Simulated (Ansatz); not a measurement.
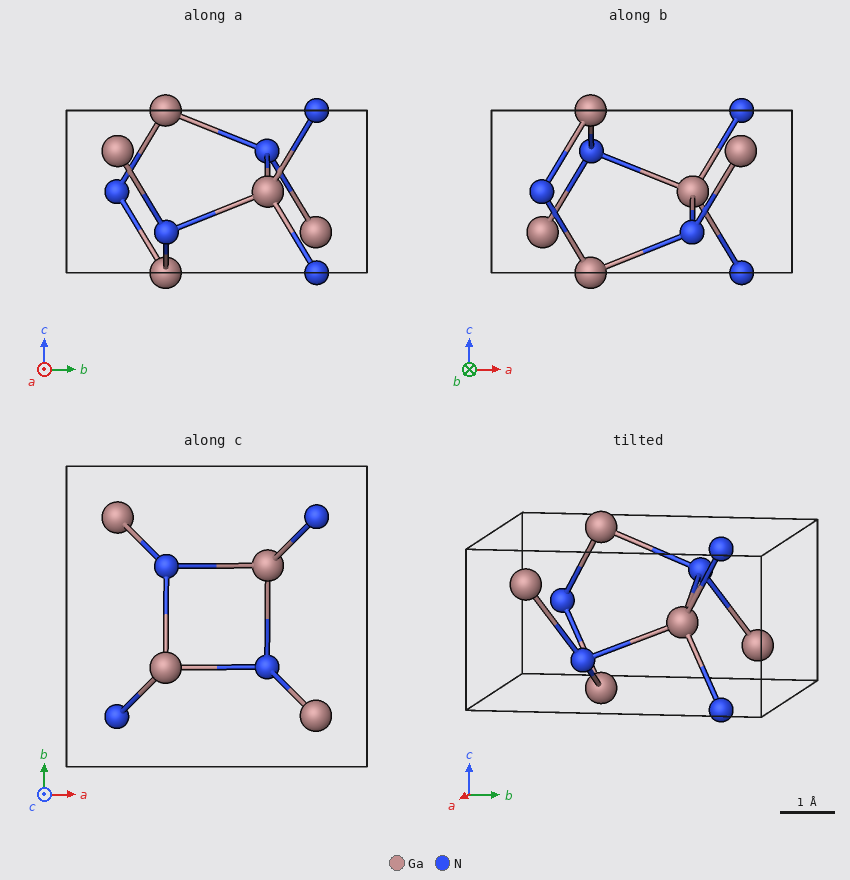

We look at a ball-and-stick model of the crystal along the a axis, along the b axis, along the c axis and slightly off an axis. The box is the conventional unit cell; atoms on or close to its faces, edges and corners are drawn wherever they repeat.

Lattice parameters: a = 5.5685 Å, b = 5.5685 Å, c = 3.0072 Å, α = 90.000°, β = 90.000°, γ = 90.000°.

Question: Reconstruct the structure as a CIF with its space group and independent sites, with free fractional coordinates to two decimals.

Answer:
```cif
data_structure
_symmetry_space_group_name_H-M 'P 41 21 2'
_symmetry_Int_Tables_number 92
_cell_length_a 5.5685
_cell_length_b 5.5685
_cell_length_c 3.0072
_cell_angle_alpha 90.000
_cell_angle_beta 90.000
_cell_angle_gamma 90.000
_cell_volume 93.25
loop_
_atom_site_label
_atom_site_type_symbol
_atom_site_symmetry_multiplicity
_atom_site_Wyckoff_symbol
_atom_site_fract_x
_atom_site_fract_y
_atom_site_fract_z
_atom_site_occupancy
Ga1 Ga 4 a 0.67 0.67 0.50 1
N1 N 4 a 0.83 0.83 0.00 1
```

Origin of the cell: a structure type filled with these elements by a generator (whether the compound takes this form wasn't checked). The geometry was optimised with DFT PBE, scalar-relativistic, plane waves, PAW in Ansatz 0.2.0.
